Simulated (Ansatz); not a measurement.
Geometry relaxation, with input and output: Ni (part 2 of 2)

Ni (Fm-3m, 1 atom in the cell); DFT PBEsol, scalar-relativistic, plane waves, PAW, spin-polarised (Ansatz 0.2.0); cutoff 420 eV, 10×10×10 k-mesh, Gaussian smearing of 0.1 eV, collinear spins. The structure derives from an entry of the Crystallography Open Database.

Geometry of the input (Å; fractional positions):
```
0.0000  1.7679  1.7679
1.7679  0.0000  1.7679
1.7679  1.7679  0.0000
Ni 0.0000  0.0000  0.0000
```

The program's output, continued:
```
SCF iter   1: F=—  HF=-5804.979141 eV  |F-HF|=—  |Δ(HF+E_count)|=         —  Δρ=9.22e-4 (↑5.77e-4 ↓9.22e-4)  dr2=1.38e-4  dr2_m=3.01e-6  M=0.722 μB ∫|m|=0.794 μB  β_m=0.65  ethr=7.84e-7  ⟨swp⟩=2.2  Hψ=7826  notcnv=0
preconditioner: auto → none  [metal: Δε(μ)=0.013 eV  Ē_g=17.308 eV  σ=0.100 eV  W_gap=0.07  n_scr=0 (ndim 8)  ℏωp=36.4 eV  f_vac=0.000  D(μ)=1.62/eV (n_scr^D=26)]
SCF iter   2: F=—  HF=-5804.979219 eV  |F-HF|=—  |Δ(HF+E_count)|=   7.81e-5  Δρ=1.39e-3 (↑1.19e-3 ↓1.39e-3)  dr2=3.58e-4  dr2_m=1.25e-6  M=0.723 μB ∫|m|=0.795 μB  β_m=0.27  ethr=7.65e-7  ⟨swp⟩=2.1  Hψ=2085  notcnv=0  recentre
SCF iter   3: F=—  HF=-5804.979102 eV  |F-HF|=—  |Δ(HF+E_count)|=   1.17e-4  Δρ=9.13e-5 (↑4.45e-5 ↓9.13e-5)  dr2=8.29e-7  dr2_m=2.13e-7  M=0.722 μB ∫|m|=0.795 μB  β_m=0.45  ethr=7.65e-7  ⟨swp⟩=2.2  Hψ=1893  notcnv=0
SCF iter   4: F=—  HF=-5804.979116 eV  |F-HF|=—  |Δ(HF+E_count)|=   1.34e-5  Δρ=1.45e-4 (↑4.84e-5 ↓1.45e-4)  dr2=2.13e-6  dr2_m=2.80e-7  M=0.723 μB ∫|m|=0.795 μB  β_m=0.45  ethr=4.60e-9  ⟨swp⟩=2.0  Hψ=2139  notcnv=0
SCF iter   5: F=—  HF=-5804.979118 eV  |F-HF|=—  |Δ(HF+E_count)|=   2.32e-6  Δρ=1.02e-4 (↑2.44e-5 ↓1.02e-4)  dr2=8.18e-7  dr2_m=1.94e-7  M=0.723 μB ∫|m|=0.795 μB  β_m=0.11  ethr=4.60e-9  ⟨swp⟩=1.9  Hψ=1663  notcnv=0
SCF iter   6: F=—  HF=-5804.979121 eV  |F-HF|=—  |Δ(HF+E_count)|=   2.88e-6  Δρ=3.17e-5 (↑3.17e-5 ↓1.79e-5)  dr2=1.27e-7  dr2_m=1.76e-8  M=0.723 μB ∫|m|=0.795 μB  β_m=0.45  ethr=4.54e-9  ⟨swp⟩=2.1  Hψ=1761  notcnv=0
SCF iter   7: F=—  HF=-5804.979127 eV  |F-HF|=—  |Δ(HF+E_count)|=   6.64e-6  Δρ=2.26e-5 (↑9.31e-6 ↓2.26e-5)  dr2=6.20e-8  dr2_m=5.00e-9  M=0.724 μB ∫|m|=0.796 μB  β_m=0.53  ethr=7.07e-10  ⟨swp⟩=2.1  Hψ=2218  notcnv=0
iter 8 did not close the SCF: its close was put off until two iterations running show no level that it waits for move by more than its bar (scf_convergence_deferred on its scf_iter line)
SCF iter   8: F=-5804.979127 eV  HF=-5804.979127 eV  |F-HF|=1.09e-11  |Δ(HF+E_count)|=   1.73e-8  Δρ=6.42e-7 (↑2.77e-7 ↓6.42e-7)  dr2=2.60e-11  dr2_m=1.52e-11  M=0.724 μB ∫|m|=0.796 μB  β_m=0.76  ethr=3.44e-10  ⟨swp⟩=2.1  Hψ=3981  notcnv=0
SCF iter   9: F=-5804.979127 eV  HF=-5804.979127 eV  |F-HF|=6.77e-10  |Δ(HF+E_count)|=  1.59e-10  Δρ=2.87e-6 (↑8.93e-7 ↓2.87e-6)  dr2=8.67e-10  dr2_m=1.00e-10  M=0.724 μB ∫|m|=0.796 μB  ethr=1.00e-12  ⟨swp⟩=1.1  Hψ=3428  notcnv=0
SCF 4 converged in 9 iterations: F = -5804.979127 eV  dr2 = 8.67e-10
relax step   4: F+E_penalty+E_count = -5804.97912743 eV  Δ(F+E_penalty+E_count) = -7.963e-5 eV  max|allowed force component| = 0.000e0 eV/Å  Δτ_max = 0.0000 Å  P = -0.045 GPa  Ω = 10.412 Å³  energy of the carried Pulay correction = +2.000e-4 eV  (9 SCF iters, dr2 threshold 1.00e-7 eV, accepted)
Initial wavefunctions: pseudopotential atomic-orbital guess (no wavefunctions were taken with the density)
iter 1 solved again at ethr=8.21e-8 eV; its pass at ethr=3.10e-3 eV (dr2=1.48e-5 eV) is discarded
SCF iter   1: F=—  HF=-5804.978875 eV  |F-HF|=—  |Δ(HF+E_count)|=         —  Δρ=8.57e-5 (↑4.03e-5 ↓8.57e-5)  dr2=7.75e-7  dr2_m=8.09e-8  M=0.724 μB ∫|m|=0.796 μB  β_m=0.65  ethr=8.21e-8  ⟨swp⟩=2.6  Hψ=9978  notcnv=0
preconditioner: auto → none  [metal: Δε(μ)=0.013 eV  Ē_g=17.301 eV  σ=0.100 eV  W_gap=0.07  n_scr=0 (ndim 8)  ℏωp=36.4 eV  f_vac=0.000  D(μ)=1.60/eV (n_scr^D=26)]
SCF iter   2: F=—  HF=-5804.978871 eV  |F-HF|=—  |Δ(HF+E_count)|=   3.91e-6  Δρ=2.00e-5 (↑1.50e-5 ↓2.00e-5)  dr2=1.71e-8  dr2_m=1.17e-9  M=0.724 μB ∫|m|=0.796 μB  β_m=0.54  ethr=4.31e-9  ⟨swp⟩=2.1  Hψ=1937  notcnv=0
SCF iter   3: F=—  HF=-5804.978871 eV  |F-HF|=—  |Δ(HF+E_count)|=   1.52e-7  Δρ=2.25e-5 (↑2.25e-5 ↓1.32e-5)  dr2=5.96e-8  dr2_m=2.79e-9  M=0.724 μB ∫|m|=0.796 μB  β_m=0.45  ethr=9.52e-11  ⟨swp⟩=2.1  Hψ=2219  notcnv=0
SCF iter   4: F=—  HF=-5804.978871 eV  |F-HF|=—  |Δ(HF+E_count)|=  6.18e-10  Δρ=1.63e-5 (↑3.87e-6 ↓1.63e-5)  dr2=1.83e-8  dr2_m=5.74e-9  M=0.724 μB ∫|m|=0.796 μB  β_m=0.72  ethr=9.52e-11  ⟨swp⟩=2.0  Hψ=2116  notcnv=0
SCF iter   5: F=—  HF=-5804.978871 eV  |F-HF|=—  |Δ(HF+E_count)|=   1.17e-7  Δρ=5.87e-6 (↑1.32e-6 ↓5.87e-6)  dr2=2.32e-9  dr2_m=8.23e-10  M=0.724 μB ∫|m|=0.796 μB  β_m=0.82  ethr=9.52e-11  ⟨swp⟩=2.4  Hψ=1983  notcnv=0
SCF iter   6: F=—  HF=-5804.978871 eV  |F-HF|=—  |Δ(HF+E_count)|=   1.51e-8  Δρ=7.24e-7 (↑2.00e-7 ↓7.24e-7)  dr2=3.12e-11  dr2_m=1.47e-11  M=0.724 μB ∫|m|=0.796 μB  β_m=0.87  ethr=1.29e-11  ⟨swp⟩=2.3  Hψ=2083  notcnv=0
SCF iter   7: F=-5804.978871 eV  HF=-5804.978871 eV  |F-HF|=9.09e-12  |Δ(HF+E_count)|=  3.33e-10  Δρ=3.54e-7 (↑1.19e-7 ↓3.54e-7)  dr2=1.35e-11  dr2_m=1.54e-12  M=0.724 μB ∫|m|=0.796 μB  ethr=1.00e-12  ⟨swp⟩=2.4  Hψ=4013  notcnv=0
SCF 5 converged in 7 iterations: F = -5804.978871 eV  dr2 = 1.35e-11
relax step   5: F+E_penalty+E_count = -5804.97887150 eV  Δ(F+E_penalty+E_count) = +2.559e-4 eV  max|allowed force component| = 0.000e0 eV/Å  Δτ_max = 0.0000 Å  P = -0.012 GPa  Ω = 10.412 Å³  stress off target by 1.17e-2 GPa  SCF on the basis re-selected at this cell (its energy is not comparable with the rows above)  (7 SCF iters)
```

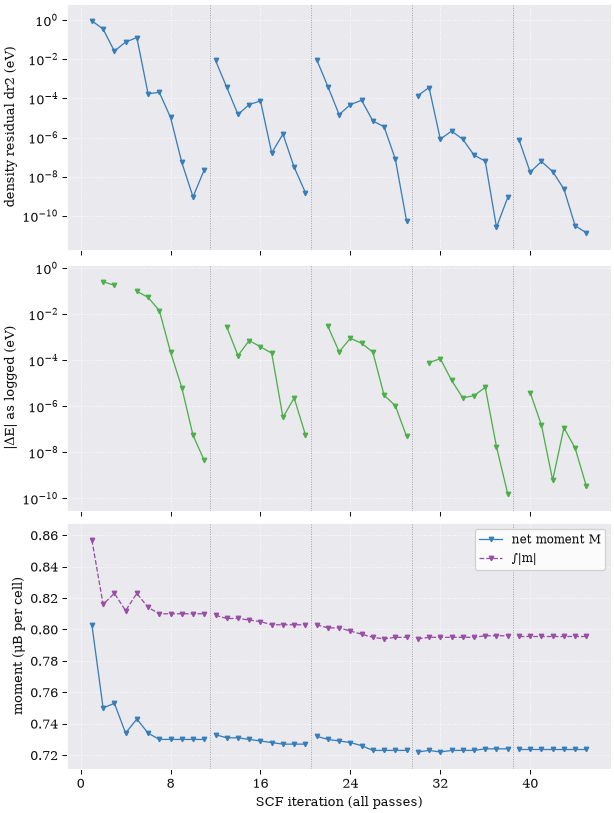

Convergence of the self-consistent field: density residual dr2, size of the energy change and magnetic moment against the SCF iteration. The dotted lines part the SCF passes of the relaxation: geometry steps, rejected trials and re-solves on a re-selected basis. The 5 passes take 7 to 11 iterations each, 45 in all. The net moment stays at 0.7 μB per cell.

```
basis re-selected at this cell: Δ(F+E_penalty+E_count) = +2.559e-4 eV, ΔP = +0.033 GPa vs the last step (what re-selecting the basis moved, of the pressure what is left beyond the Pulay correction that the steps carried, after the strain that the cell walked since its last selection, with what the two solves' SCF thresholds leave and, on support functions, any second-order correction that the steps lacked; it is no measure of the basis error at this ecutwfc). This SCF's stress stands 1.17e-2 GPa from its target on what of the cell is left free (relax.cell.stress_tol is 5.00e-1 GPa) and its largest allowed force component is 0.00e0 eV/Å (relax.f_tol is 5.00e-2 eV/Å): within both
SCF converged after 7 iterations
Magnetization: 0.7236 μB (9.3618 up, 8.6382 down)
Absolute magnetization: 0.7965 μB (∫|ρ↑−ρ↓|, with the PAW one-centre terms)
Spin contamination: 0.0060 ħ² per cell (⟨S²⟩ above its minimum at these occupations)
Per-site moments (μB) at R_I (Å): [(0.7556771215662087, 1.0110592508851837)]
Free energy (F): -5804.978871 eV
Harris-Foulkes:  -5804.978871 eV  (|F-HF|=9.09e-12)
Internal energy: -5804.970867 eV  (E = F + TS)
E sigma→0 (E₀):  -5804.974869 eV
Entropy (-TS):   -0.008004 eV (-8.004 meV/atom)
Fermi energy:    19.041110 eV
--- Per-component energies (eV) ---
  E_band       = -269.748455
  E_kinetic    = 283.038714
  E_local      = -3362.007795  (includes V_loc(G=0)·N_el)
  E_nonlocal   = 635.639260
  E_hartree    = 1402.501235
  E_xc         = -84.885373
  E_vxc        = -109.869843  (∫ρ·V_xc dr)
  E_paw        = -1593.955492  (= ΣΔE_a)
  E_vpaw       = -521.551473  (= ΣTr[D̂ρ^β])
  E_aug_tail   = 0.000491  (compensation charges beyond the density's cutoff)
  E_ewald      = -3085.499196
  E_core_change = 0.197289  (= ΣΔE_core)
  E_smearing   = -0.008004  (= −TS)
  E_closure    = -0.000000  (closes the sum)
  Σ components = -5804.978871   (vs F -5804.978871, Δ=0.00e0)
--- Forces (eV/Å), atoms counted from 1 ---
  atom   1  Ni    -0.00000000     0.00000000     0.00000000
  max |Σ_I F_I| component: 5.75e-32 eV/Å
--- Stress (GPa, compression-positive) ---
       -0.011650      -0.000000       0.000000
       -0.000000      -0.011650       0.000000
       -0.000000      -0.000000      -0.011650
  P = ⅓ Tr σ = -0.0117 GPa (-0.117 kbar)
--- Band table (eV; the first three rows and the last of 94) ---
  k-point 0 ↑: bands = ["-84.4883", "-44.8653", "-44.8653", "-44.8653", "9.5277", "16.3877", "16.3877", "16.3877", "17.6555", "17.6555", "42.8163", "47.1163", "47.1163", "47.1163"]
  k-point 1 ↑: bands = ["-84.4843", "-44.8903", "-44.8688", "-44.8688", "9.9293", "16.2831", "16.4761", "16.4761", "17.6206", "17.6206", "41.2174", "44.3058", "46.3103", "46.3103"]
  k-point 2 ↑: bands = ["-84.4740", "-44.9555", "-44.8782", "-44.8782", "11.0646", "16.0748", "16.6216", "16.6216", "17.6299", "17.6299", "36.2850", "43.4220", "45.2988", "45.2988"]
  k-point 46 ↓: bands = ["-83.4949", "-44.1499", "-44.1023", "-44.0507", "15.2745", "15.9226", "16.9059", "18.3710", "19.4697", "25.6332", "28.6974", "29.2902", "30.9599", "46.9763"]
--- Relaxed structure (4 steps of the walk, 4 accepted, 1 SCFs on fresh bases) ---
  F+E_penalty+E_count = -5804.97887150 eV   max|allowed force component| = 0.000e0 eV/Å   (the final SCF, on the basis selected at the relaxed cell)
  cell:  # Å, volume = 10.4122 Å³
    - [-8.343671703866528e-34, 1.7331560060177071, 1.7331560060177071]
    - [1.7331560060177071, -6.982251988827239e-34, 1.7331560060177071]
    - [1.7331560060177071, 1.7331560060177071, -5.0077953260801965e-34]
  atoms:
    - { symbol: Ni, position: [0.0, 0.0, 0.0] }
--- Löwdin populations: 1 site ---
  site symbol       q [e]    m [muB]
     0     Ni     17.7749     0.7527
  spilling = 0.012507 (of n_electrons = 18.000000)
```

File populations.tsv:
```
# site	symbol	l	j	q_up	q_dn
# orbitals = lowdin
# n_electrons = 18.000000
# spilling = 0.012507
0	Ni	0_3S	-	0.997794	0.997865
0	Ni	0_4S	-	0.483193	0.480452
0	Ni	1_3P	-	2.999067	2.998908
0	Ni	2_3D	-	4.783749	4.033851
```

Trajectory as extended XYZ (Å, eV, eV/Å), 5 frames, from step=1 to step=5:
```
1
Lattice="0.0000 1.7679 1.7679 1.7679 0.0000 1.7679 1.7679 1.7679 0.0000" Properties=species:S:1:pos:R:3:forces:R:3 step=1 energy=-5804.95367 pressure_GPa=-11.90
Ni    0.0000    0.0000    0.0000    0.0000   0.0000   0.0000
1
Lattice="0.0000 1.7495 1.7495 1.7495 0.0000 1.7495 1.7495 1.7495 0.0000" Properties=species:S:1:pos:R:3:forces:R:3 step=2 energy=-5804.97320 pressure_GPa=-6.08
Ni    0.0000    0.0000    0.0000    0.0000   0.0000   0.0000
1
Lattice="0.0000 1.7310 1.7310 1.7310 0.0000 1.7310 1.7310 1.7310 0.0000" Properties=species:S:1:pos:R:3:forces:R:3 step=3 energy=-5804.97905 pressure_GPa=0.81
Ni    0.0000    0.0000    0.0000    0.0000   0.0000   0.0000
1
Lattice="0.0000 1.7332 1.7332 1.7332 0.0000 1.7332 1.7332 1.7332 0.0000" Properties=species:S:1:pos:R:3:forces:R:3 step=4 energy=-5804.97913 pressure_GPa=-0.04
Ni    0.0000    0.0000    0.0000    0.0000   0.0000   0.0000
1
Lattice="0.0000 1.7332 1.7332 1.7332 0.0000 1.7332 1.7332 1.7332 0.0000" Properties=species:S:1:pos:R:3:forces:R:3 step=5 energy=-5804.97887 pressure_GPa=-0.01
Ni    0.0000    0.0000    0.0000    0.0000   0.0000   0.0000
```

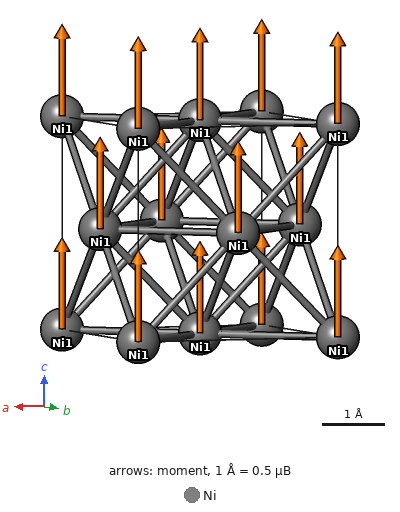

Magnetic moments of the sites as orange arrows (ball-and-stick view of the cell 4 times as large as that of the calculation, set on its symmetry axes, seen at an oblique angle; atoms are numbered from 1 in the order of the input); small moments hardly show. The run is collinear, so the axis drawn is arbitrary. Site moments: Ni1 (0.76 μB). They are counted near the atoms and needn't add up to the moment of the cell.
